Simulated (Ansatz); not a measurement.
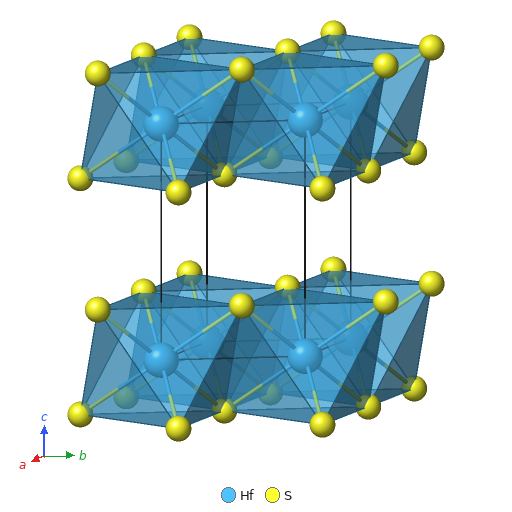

System: HfS₂, space group P-3m1 (No. 164) (cell built by us, not taken from a database). The picture shows the cell.

The given structure:
```xyz
3
Lattice="3.6303 0.0000 0.0000 -1.8151 3.1439 0.0000 0.0000 0.0000 5.8784" Properties=species:S:1:pos:R:3 pbc="T T T"
Hf    0.0000    0.0000    0.0000
S     0.0000    2.0960    1.4380
S     1.8151    1.0480    4.4403
```

Computed with Ansatz 0.2.0: Born effective charges by linear response at the zone centre, in units of the proton charge, Cartesian axes of the given cell; DFT, r2SCAN, plane waves, PAW. Level: r2SCAN, no spin polarisation.

- periodic directions: 3
- potentials: PAW
- wave cutoff: 500 eV
- k mesh: 6×6×4

Predict the mean Born effective charge of each atom. The cases: Hf; S 1; S 2.

The largest in size is that of Hf, 4.97 e, and the charges add up to 0.00 e. Hf is the most anisotropic: its diagonal components run from 1.94 to 6.49 e.

```json
{"atom": "Hf", "mean Born effective charge (e)": "4.971", "Born charge xx (e)": "6.489", "Born charge zz (e)": "1.935"}
{"atom": "S 1", "mean Born effective charge (e)": "-2.485", "Born charge xx (e)": "-3.244", "Born charge zz (e)": "-0.967"}
{"atom": "S 2", "mean Born effective charge (e)": "-2.485", "Born charge xx (e)": "-3.244", "Born charge zz (e)": "-0.967"}
```

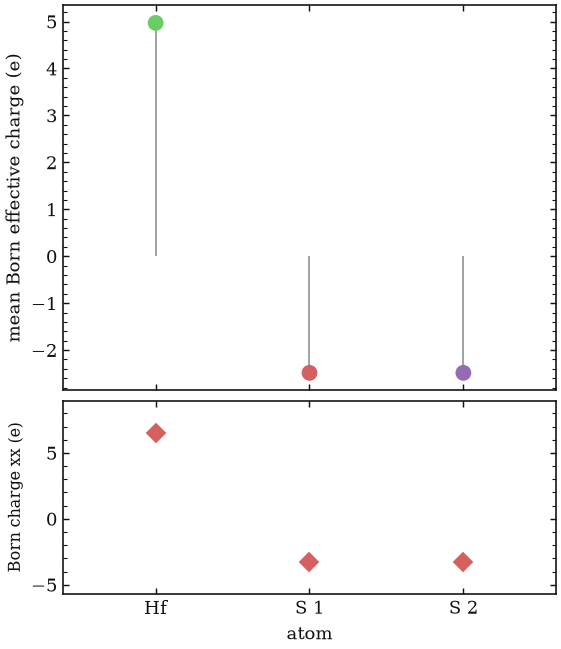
